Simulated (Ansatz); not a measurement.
```
CELL_PARAMETERS angstrom
6.50973 0.00000 0.00000
0.00000 0.00000 -6.50973
0.00000 6.50973 0.00000
ATOMIC_POSITIONS crystal
Mg 0.50000 0.50000 0.00000
Mg 0.00000 0.50000 0.50000
Mg 0.00000 0.00000 0.00000
Mg 0.50000 0.00000 0.50000
Te 0.75000 0.75000 0.25000
Te 0.25000 0.75000 0.75000
Te 0.25000 0.25000 0.25000
Te 0.75000 0.25000 0.75000
```

Space group F-43m; a structure from a database of computed crystals, not necessarily the ambient phase; started from the database structure prototype, which need not be the ambient phase.

Method: DFT, PBE, plane waves, PAW in Ansatz 0.2.0.

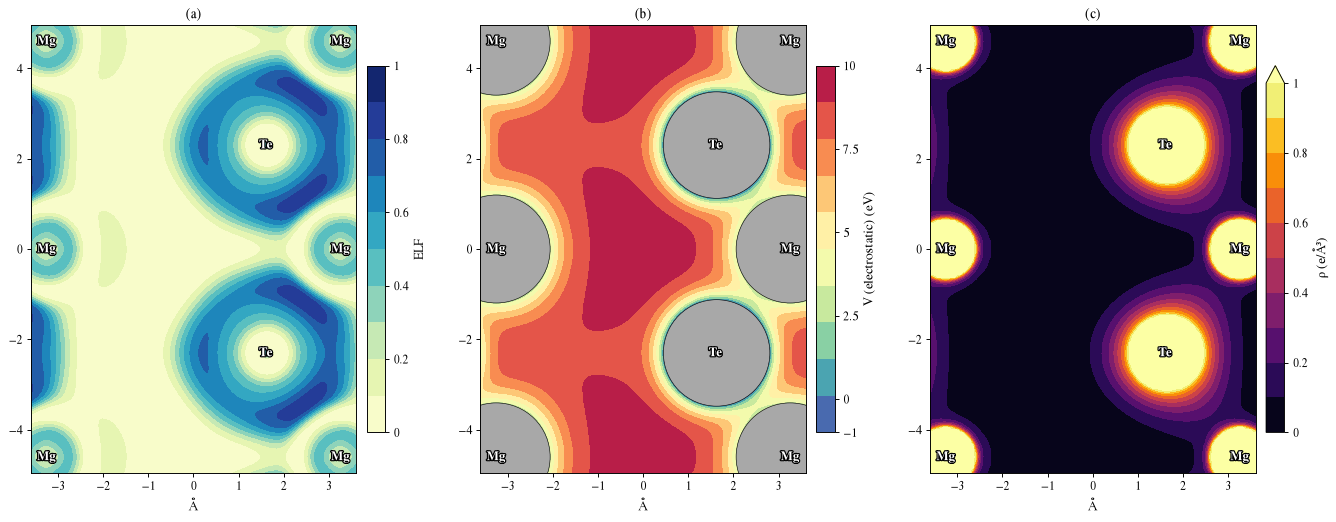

MgTe. (a) ELF; (b) electrostatic potential energy of an electron; (c) valence charge density (pseudo) on the (101) plane of the conventional cell. Grey discs cover the atomic cores in the potential map.

Core electrons are frozen (PAW), and the valence fields are smoothed inside the atomic spheres.

Question: What does the map show?

Answer: The plane passes through Mg and Te nuclei.
Mg–Te (2.82 Å): the density is about 0.3 e/Å³ at the midpoint; the ELF peaks at about 0.85 in the valence shell of Te, 1.4 Å from its nucleus, and is about 0.85 at the midpoint.
Between the atoms the lowest density in this plane is 0.007 e/Å³.
Outside the cores the potential energy rises away from the atoms and is highest about 2.7 Å from the nearest atoms; its zero is arbitrary.

Question: Does the calculation give a band gap?

Answer: It is gapped, with a Kohn–Sham gap of 2.3 eV on the k-point mesh (the band edges may lie off the mesh, which would make the gap smaller).
